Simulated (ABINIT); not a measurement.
**Band-structure run of TiAl (part 3 of 4)**

The same run, continued: TiAl (P-6m2, 2 atoms in the cell); Kohn-Sham DFT of a periodic cell, AM05, JTH PAW PBE v2.0, no spin polarisation (ABINIT 10.8.3); cutoff 489.81 eV, 11×11×6 k-mesh, fermi-dirac of 0.05 eV. The structure derives from a Materials Project entry.

Geometry of the input (Å; fractional positions):
```
2.8673  0.0000  0.0000
-1.4336  2.4831  0.0000
0.0000  0.0000  4.6781
Ti 0.0000  0.0000  0.0000
Al 0.3333  0.6667  0.5000
```

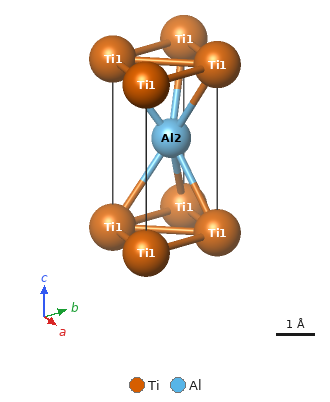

*The input geometry (ball-and-stick view of the cell of the calculation, seen slightly off an axis; atoms are numbered from 1 in the order of the input). An atom can appear more than once, as a periodic image.*

## Output, continued
```
 Non-SCF case, kpt   28 (  0.00000  0.00000  0.20000), residuals and eigenvalues=
  7.61E-12  2.01E-12  9.75E-12  8.18E-12  2.69E-12  3.31E-12  2.62E-12  4.84E-12
  8.64E-13  2.17E-12  6.80E-12  2.59E-12  5.70E-12  8.20E-12  6.92E-12  6.00E-12
  6.63E-12  1.17E-10
 -1.7754E+00 -9.1179E-01 -8.9614E-01 -8.9614E-01 -2.9820E-02  1.5292E-01
  2.5484E-01  3.3588E-01  3.3588E-01  3.8928E-01  3.8928E-01  4.6210E-01
  7.7454E-01  7.7454E-01  7.8271E-01  7.8271E-01  7.8599E-01  8.5008E-01
 Non-SCF case, kpt   29 (  0.00000  0.00000  0.30000), residuals and eigenvalues=
  4.29E-12  1.83E-12  4.27E-12  6.27E-12  7.16E-12  9.30E-12  3.65E-12  1.15E-12
  1.29E-12  1.64E-12  3.62E-12  8.92E-12  4.65E-12  8.83E-12  6.12E-12  4.89E-11
  5.56E-11  3.92E-08
 -1.7754E+00 -9.1184E-01 -8.9614E-01 -8.9614E-01 -2.0096E-02  1.2488E-01
  2.6546E-01  3.3602E-01  3.3602E-01  3.8844E-01  3.8844E-01  4.9260E-01
  7.4746E-01  7.7762E-01  7.7762E-01  7.8533E-01  7.8533E-01  8.4711E-01
 Non-SCF case, kpt   30 (  0.00000  0.00000  0.40000), residuals and eigenvalues=
  7.83E-12  6.79E-12  9.54E-12  9.77E-12  2.62E-12  1.28E-12  2.07E-12  3.24E-12
  2.39E-12  1.95E-12  1.24E-12  3.65E-12  7.63E-12  4.92E-12  2.77E-11  3.94E-11
  9.38E-10  9.36E-08
 -1.7754E+00 -9.1188E-01 -8.9614E-01 -8.9614E-01 -1.0141E-02  1.0334E-01
  2.7115E-01  3.3614E-01  3.3614E-01  3.8777E-01  3.8777E-01  5.2328E-01
  7.0948E-01  7.7380E-01  7.7380E-01  7.9534E-01  7.9534E-01  8.5347E-01
 Non-SCF case, kpt   31 (  0.00000  0.00000  0.50000), residuals and eigenvalues=
  4.17E-12  2.16E-12  4.92E-12  1.83E-12  4.27E-12  9.75E-12  1.86E-12  1.93E-12
  4.40E-12  2.39E-12  4.72E-12  8.46E-12  5.63E-12  4.46E-12  5.57E-11  3.72E-10
  2.64E-08  1.10E-05
 -1.7754E+00 -9.1190E-01 -8.9614E-01 -8.9614E-01 -5.5019E-03  9.4747E-02
  2.7293E-01  3.3618E-01  3.3618E-01  3.8751E-01  3.8751E-01  5.3797E-01
  6.9225E-01  7.7240E-01  7.7240E-01  7.9957E-01  7.9957E-01  8.5791E-01
 Non-SCF case, kpt   32 (  0.05556  0.00000  0.50000), residuals and eigenvalues=
  6.45E-12  8.56E-12  9.25E-12  5.44E-12  2.14E-12  2.09E-12  2.57E-12  1.53E-12
  3.23E-12  1.88E-12  3.97E-12  7.97E-12  5.40E-12  3.07E-12  4.25E-12  3.23E-10
  6.61E-08  1.71E-07
 -1.7753E+00 -9.1179E-01 -8.9681E-01 -8.9629E-01 -3.1108E-03  9.7962E-02
  2.7476E-01  3.3360E-01  3.3852E-01  3.8271E-01  3.8657E-01  5.4402E-01
  6.9227E-01  7.3026E-01  7.4913E-01  7.9863E-01  8.2798E-01  8.5051E-01
 Non-SCF case, kpt   33 (  0.11111  0.00000  0.50000), residuals and eigenvalues=
  8.99E-12  6.95E-12  9.87E-12  7.30E-12  4.23E-12  3.53E-12  2.40E-12  2.52E-12
  9.43E-13  3.65E-12  3.32E-12  7.22E-12  7.08E-12  9.79E-13  5.03E-12  1.76E-09
  1.06E-08  4.87E-05
 -1.7750E+00 -9.1148E-01 -8.9873E-01 -8.9672E-01  4.0410E-03  1.0743E-01
  2.7996E-01  3.2662E-01  3.4538E-01  3.7022E-01  3.8388E-01  5.5903E-01
  6.6679E-01  6.9229E-01  7.2085E-01  7.7922E-01  8.2044E-01  8.7165E-01
 Non-SCF case, kpt   34 (  0.16667  0.00000  0.50000), residuals and eigenvalues=
  4.26E-12  9.39E-12  8.42E-12  1.27E-12  2.49E-12  1.94E-12  1.73E-12  1.51E-12
  2.59E-12  1.23E-12  8.47E-13  5.12E-12  7.51E-12  7.54E-12  9.59E-12  6.97E-12
  1.23E-11  1.80E-06
 -1.7745E+00 -9.1100E-01 -9.0164E-01 -8.9739E-01  1.5890E-02  1.2261E-01
  2.8720E-01  3.1774E-01  3.5325E-01  3.5634E-01  3.7983E-01  5.6857E-01
  6.1519E-01  6.9186E-01  6.9654E-01  7.5583E-01  7.7063E-01  8.6886E-01
 Non-SCF case, kpt   35 (  0.22222  0.00000  0.50000), residuals and eigenvalues=
  7.88E-12  1.62E-12  6.15E-12  2.64E-12  3.06E-12  3.15E-12  6.87E-13  8.67E-13
  8.53E-12  2.49E-12  8.33E-13  3.59E-12  7.50E-12  2.94E-12  3.29E-12  3.48E-11
  3.24E-11  2.19E-07
 -1.7740E+00 -9.1041E-01 -9.0519E-01 -8.9820E-01  3.2317E-02  1.4255E-01
  2.9125E-01  3.1344E-01  3.3352E-01  3.7064E-01  3.7497E-01  5.3084E-01
  6.1651E-01  6.7646E-01  6.8683E-01  7.1974E-01  7.3806E-01  8.3530E-01
 Non-SCF case, kpt   36 (  0.27778  0.00000  0.50000), residuals and eigenvalues=
  9.35E-12  5.66E-12  2.01E-12  7.57E-12  3.99E-12  1.98E-12  6.88E-13  1.96E-12
  2.40E-12  2.20E-12  3.43E-12  2.22E-12  3.81E-12  6.94E-12  1.69E-12  9.20E-12
  7.51E-12  2.27E-10
 -1.7733E+00 -9.0978E-01 -9.0891E-01 -8.9906E-01  5.3126E-02  1.6571E-01
  2.8651E-01  3.1093E-01  3.2012E-01  3.6992E-01  3.8714E-01  4.8290E-01
  6.2889E-01  6.5075E-01  6.6044E-01  7.0210E-01  7.3451E-01  8.0468E-01
 Non-SCF case, kpt   37 (  0.33333  0.00000  0.50000), residuals and eigenvalues=
  7.89E-12  2.44E-12  4.11E-12  9.46E-12  5.78E-12  8.54E-12  3.90E-12  3.13E-12
  2.98E-12  2.73E-12  6.31E-13  1.41E-12  9.12E-12  7.47E-12  2.18E-12  3.88E-12
  3.66E-12  2.35E-10
 -1.7727E+00 -9.1238E-01 -9.0919E-01 -8.9986E-01  7.7982E-02  1.8933E-01
  2.8170E-01  2.8440E-01  3.2941E-01  3.6528E-01  4.0417E-01  4.4391E-01
  6.0353E-01  6.3064E-01  6.4825E-01  7.0198E-01  7.5027E-01  7.7796E-01
 Non-SCF case, kpt   38 (  0.38889  0.00000  0.50000), residuals and eigenvalues=
  2.90E-12  5.12E-12  6.95E-12  1.42E-12  9.88E-12  5.74E-12  4.41E-12  2.16E-12
  1.93E-12  1.19E-12  3.20E-12  5.10E-12  6.23E-12  3.39E-12  4.11E-12  3.85E-12
  7.42E-12  3.29E-11
 -1.7723E+00 -9.1518E-01 -9.0870E-01 -9.0051E-01  1.0622E-01  2.0861E-01
  2.5362E-01  2.8406E-01  3.3450E-01  3.6158E-01  4.1692E-01  4.1949E-01
  5.6428E-01  6.2577E-01  6.3969E-01  7.0399E-01  7.5658E-01  7.7927E-01
 Non-SCF case, kpt   39 (  0.44444  0.00000  0.50000), residuals and eigenvalues=
  6.15E-12  9.70E-12  9.81E-12  5.14E-12  4.24E-12  8.32E-12  7.91E-12  9.19E-12
  2.54E-12  5.71E-12  3.58E-12  7.51E-12  5.86E-12  7.23E-12  1.67E-12  2.25E-12
  4.48E-11  6.47E-08
 -1.7719E+00 -9.1699E-01 -9.0839E-01 -9.0094E-01  1.3590E-01  2.1891E-01
  2.2130E-01  2.9633E-01  3.3133E-01  3.5920E-01  4.0171E-01  4.3040E-01
  5.3846E-01  6.2089E-01  6.3462E-01  7.0616E-01  7.4240E-01  8.1214E-01
 Non-SCF case, kpt   40 (  0.50000  0.00000  0.50000), residuals and eigenvalues=
  6.62E-12  2.11E-12  7.22E-12  5.44E-12  7.75E-12  9.75E-12  1.61E-12  2.83E-12
  2.49E-12  6.19E-12  1.44E-12  4.46E-12  5.42E-12  1.01E-12  5.22E-12  2.57E-12
  3.38E-11  7.79E-07
 -1.7718E+00 -9.1762E-01 -9.0828E-01 -9.0109E-01  1.5489E-01  2.0118E-01
  2.2158E-01  3.0818E-01  3.2387E-01  3.5838E-01  3.9687E-01  4.3439E-01
  5.2951E-01  6.1901E-01  6.3293E-01  7.0711E-01  7.3737E-01  8.3194E-01
 Non-SCF case, kpt   41 (  0.46667  0.06667  0.50000), residuals and eigenvalues=
  6.09E-12  1.91E-12  3.23E-12  2.53E-12  9.31E-12  6.07E-12  2.88E-12  2.21E-12
  6.57E-12  8.52E-13  5.09E-13  3.56E-12  5.04E-12  3.04E-12  2.37E-11  3.17E-11
  8.41E-10  2.12E-05
 -1.7718E+00 -9.1732E-01 -9.0824E-01 -9.0169E-01  1.5746E-01  2.0310E-01
  2.2501E-01  3.0627E-01  3.2472E-01  3.5238E-01  3.9794E-01  4.3729E-01
  5.2883E-01  5.6968E-01  6.8581E-01  7.0240E-01  7.2115E-01  8.4053E-01
 Non-SCF case, kpt   42 (  0.43333  0.13333  0.50000), residuals and eigenvalues=
  7.47E-12  8.42E-12  1.30E-12  9.99E-12  3.33E-12  2.41E-12  8.64E-13  1.69E-12
  4.90E-12  8.80E-12  5.17E-12  5.04E-12  1.69E-12  5.14E-12  3.21E-12  1.33E-11
  1.64E-11  2.23E-05
 -1.7717E+00 -9.1644E-01 -9.0814E-01 -9.0339E-01  1.6510E-01  2.0866E-01
  2.3465E-01  3.0110E-01  3.2721E-01  3.3516E-01  4.0087E-01  4.4572E-01
  5.2151E-01  5.2697E-01  6.5587E-01  7.3039E-01  7.4393E-01  8.6273E-01
 Non-SCF case, kpt   43 (  0.40000  0.20000  0.50000), residuals and eigenvalues=
  5.42E-12  1.47E-12  5.54E-12  8.50E-12  6.04E-12  1.31E-12  5.20E-12  2.36E-12
  1.17E-12  2.13E-12  2.39E-12  7.06E-12  3.66E-12  5.50E-12  9.98E-12  3.59E-11
  1.73E-08  3.01E-06
 -1.7716E+00 -9.1505E-01 -9.0800E-01 -9.0585E-01  1.7769E-01  2.1703E-01
  2.4833E-01  2.9444E-01  3.0903E-01  3.3068E-01  4.0484E-01  4.5904E-01
  4.8409E-01  5.2448E-01  6.0295E-01  7.5247E-01  7.9655E-01  8.8298E-01
 Non-SCF case, kpt   44 (  0.36667  0.26667  0.50000), residuals and eigenvalues=
  6.50E-12  7.45E-12  4.19E-12  3.21E-12  7.22E-12  2.31E-12  4.92E-12  5.14E-12
  2.34E-12  1.46E-12  6.77E-12  5.65E-12  2.13E-12  4.14E-12  4.51E-12  2.13E-11
  3.43E-06  9.36E-06
 -1.7714E+00 -9.1323E-01 -9.0859E-01 -9.0788E-01  1.9496E-01  2.2494E-01
  2.6131E-01  2.7942E-01  2.8921E-01  3.3365E-01  4.0802E-01  4.6064E-01
  4.7620E-01  5.2140E-01  5.5848E-01  7.8136E-01  8.3973E-01  8.5506E-01
 Non-SCF case, kpt   45 (  0.33333  0.33333  0.50000), residuals and eigenvalues=
  9.86E-12  4.36E-12  2.01E-12  6.92E-12  3.69E-12  2.23E-12  4.98E-12  1.41E-12
  2.12E-12  1.38E-12  3.19E-12  2.03E-12  7.49E-13  7.90E-12  4.03E-12  6.53E-09
  5.65E-07  3.14E-05
 -1.7714E+00 -9.1117E-01 -9.1105E-01 -9.0783E-01  2.1478E-01  2.1850E-01
  2.6429E-01  2.6624E-01  2.8836E-01  3.3468E-01  4.0863E-01  4.5323E-01
  4.8986E-01  5.1442E-01  5.4029E-01  8.0801E-01  8.2702E-01  8.5982E-01
 Non-SCF case, kpt   46 (  0.30303  0.30303  0.50000), residuals and eigenvalues=
  9.31E-12  1.54E-12  1.63E-12  9.36E-12  1.41E-12  1.81E-12  4.04E-12  3.20E-12
  1.36E-12  2.02E-12  9.72E-12  1.44E-12  1.62E-12  5.74E-12  3.16E-12  1.82E-10
  2.57E-07  8.24E-07
 -1.7714E+00 -9.1279E-01 -9.0902E-01 -9.0788E-01  1.8846E-01  2.3942E-01
  2.6373E-01  2.7118E-01  2.8581E-01  3.3424E-01  4.1005E-01  4.5761E-01
  4.7676E-01  5.2888E-01  5.4925E-01  7.8332E-01  8.4106E-01  8.5407E-01
 Non-SCF case, kpt   47 (  0.27273  0.27273  0.50000), residuals and eigenvalues=
  7.40E-12  1.48E-12  7.32E-12  9.10E-12  5.24E-12  2.77E-12  4.84E-13  1.54E-12
  5.57E-13  1.04E-12  9.21E-13  5.90E-13  3.51E-12  1.87E-12  3.30E-12  6.28E-09
  3.94E-07  8.20E-05
 -1.7716E+00 -9.1361E-01 -9.0806E-01 -9.0690E-01  1.5613E-01  2.5532E-01
  2.6399E-01  2.7900E-01  2.8304E-01  3.3298E-01  4.1745E-01  4.5922E-01
  4.6818E-01  5.5370E-01  5.7180E-01  7.5514E-01  8.0304E-01  9.0161E-01
 Non-SCF case, kpt   48 (  0.24242  0.24242  0.50000), residuals and eigenvalues=
  4.70E-12  4.81E-12  4.26E-12  5.13E-12  2.93E-12  1.28E-12  9.94E-12  1.01E-12
  1.16E-12  2.38E-12  8.16E-13  1.19E-12  6.28E-12  1.36E-12  9.14E-12  4.87E-11
  5.77E-09  6.11E-04
 -1.7719E+00 -9.1342E-01 -9.0837E-01 -9.0482E-01  1.2462E-01  2.3642E-01
  2.7685E-01  2.8747E-01  2.9709E-01  3.2958E-01  4.3309E-01  4.4237E-01
  4.8334E-01  5.8288E-01  6.0431E-01  7.3311E-01  7.6313E-01  9.0030E-01
 Non-SCF case, kpt   49 (  0.21212  0.21212  0.50000), residuals and eigenvalues=
  5.87E-12  9.36E-12  6.00E-12  5.55E-12  3.81E-12  2.79E-12  1.34E-12  1.40E-12
  6.88E-13  6.49E-13  9.44E-13  5.53E-13  1.42E-12  5.13E-12  1.35E-12  2.05E-11
  7.62E-11  9.16E-05
 -1.7724E+00 -9.1219E-01 -9.0881E-01 -9.0287E-01  9.5506E-02  2.1133E-01
  2.8018E-01  3.0284E-01  3.1821E-01  3.2339E-01  4.2451E-01  4.5690E-01
  5.0343E-01  6.1616E-01  6.4367E-01  7.1847E-01  7.2507E-01  8.9188E-01
 Non-SCF case, kpt   50 (  0.18182  0.18182  0.50000), residuals and eigenvalues=
  8.92E-12  1.50E-12  8.28E-12  2.34E-12  3.03E-12  2.96E-12  9.19E-13  1.50E-12
  9.48E-13  1.05E-12  2.39E-12  1.22E-12  2.68E-12  2.49E-12  7.78E-12  3.38E-12
  4.26E-11  2.09E-04
 -1.7729E+00 -9.1004E-01 -9.0935E-01 -9.0111E-01  6.9492E-02  1.8507E-01
  2.8703E-01  3.1498E-01  3.1528E-01  3.3986E-01  4.0545E-01  4.8786E-01
  5.2930E-01  6.5173E-01  6.8811E-01  6.9003E-01  7.1149E-01  8.7675E-01
 Non-SCF case, kpt   51 (  0.15152  0.15152  0.50000), residuals and eigenvalues=
  5.45E-12  6.68E-12  4.52E-12  8.22E-12  6.75E-13  1.06E-12  2.40E-12  1.34E-12
  1.67E-12  1.45E-12  1.18E-12  5.46E-12  4.34E-12  5.23E-12  5.31E-12  2.44E-11
  1.29E-11  9.90E-04
 -1.7735E+00 -9.0994E-01 -9.0721E-01 -8.9959E-01  4.7003E-02  1.6017E-01
  2.9630E-01  3.0539E-01  3.2843E-01  3.5745E-01  3.8646E-01  5.2466E-01
  5.6063E-01  6.5976E-01  6.8169E-01  7.1747E-01  7.3650E-01  8.5938E-01
 Non-SCF case, kpt   52 (  0.12121  0.12121  0.50000), residuals and eigenvalues=
  4.10E-12  3.86E-12  4.68E-12  6.94E-12  3.60E-12  6.20E-12  1.45E-12  4.04E-12
  1.10E-12  1.15E-12  1.31E-12  5.53E-12  1.14E-12  4.02E-12  2.96E-12  6.87E-10
  1.36E-08  1.00E-06
 -1.7741E+00 -9.1054E-01 -9.0407E-01 -8.9834E-01  2.8312E-02  1.3807E-01
  2.9550E-01  3.0710E-01  3.4279E-01  3.6918E-01  3.7019E-01  5.6216E-01
  5.9379E-01  6.4228E-01  6.9095E-01  7.4883E-01  7.8770E-01  8.4050E-01
 Non-SCF case, kpt   53 (  0.09091  0.09091  0.50000), residuals and eigenvalues=
  9.33E-12  7.85E-12  1.40E-12  4.32E-12  2.51E-12  1.30E-12  8.50E-13  2.23E-12
  9.66E-12  2.68E-12  5.74E-12  8.03E-12  5.51E-12  7.24E-12  7.94E-12  5.08E-07
  3.33E-05  1.75E-04
 -1.7746E+00 -9.1108E-01 -9.0100E-01 -8.9737E-01  1.3607E-02  1.1978E-01
  2.8653E-01  3.1791E-01  3.5496E-01  3.5786E-01  3.7868E-01  5.7201E-01
  6.3195E-01  6.6095E-01  6.9217E-01  7.8965E-01  8.2635E-01  8.4071E-01
 Non-SCF case, kpt   54 (  0.06061  0.06061  0.50000), residuals and eigenvalues=
  8.81E-12  1.08E-12  6.91E-12  7.74E-12  2.65E-12  7.32E-12  5.88E-12  2.16E-12
  3.53E-12  1.75E-12  6.68E-12  1.51E-12  2.97E-12  7.08E-13  4.64E-12  8.33E-09
  7.40E-07  1.12E-06
 -1.7751E+00 -9.1152E-01 -8.9844E-01 -8.9668E-01  3.0189E-03  1.0609E-01
  2.7928E-01  3.2736E-01  3.4456E-01  3.7221E-01  3.8388E-01  5.5727E-01
  6.8344E-01  6.9230E-01  7.0188E-01  8.1538E-01  8.2750E-01  8.4016E-01
 Non-SCF case, kpt   55 (  0.03030  0.03030  0.50000), residuals and eigenvalues=
  4.33E-12  5.97E-12  7.62E-12  7.75E-12  2.75E-12  2.80E-12  1.94E-12  1.18E-12
  1.36E-12  4.28E-12  7.83E-12  5.51E-12  1.98E-12  3.48E-12  3.46E-12  9.91E-10
  2.49E-09  3.57E-08
 -1.7753E+00 -9.1180E-01 -8.9673E-01 -8.9627E-01 -3.3675E-03  9.7618E-02
  2.7457E-01  3.3386E-01  3.3828E-01  3.8323E-01  3.8665E-01  5.4340E-01
  6.9227E-01  7.3718E-01  7.4502E-01  8.0689E-01  8.2002E-01  8.5147E-01
 Non-SCF case, kpt   56 (  0.00000  0.00000  0.50000), residuals and eigenvalues=
  4.17E-12  2.16E-12  4.92E-12  1.83E-12  4.27E-12  9.75E-12  1.86E-12  1.93E-12
  4.40E-12  2.39E-12  4.72E-12  8.46E-12  5.63E-12  4.46E-12  5.57E-11  3.72E-10
  2.64E-08  1.10E-05
 -1.7754E+00 -9.1190E-01 -8.9614E-01 -8.9614E-01 -5.5019E-03  9.4747E-02
  2.7293E-01  3.3618E-01  3.3618E-01  3.8751E-01  3.8751E-01  5.3797E-01
  6.9225E-01  7.7240E-01  7.7240E-01  7.9957E-01  7.9957E-01  8.5791E-01
```
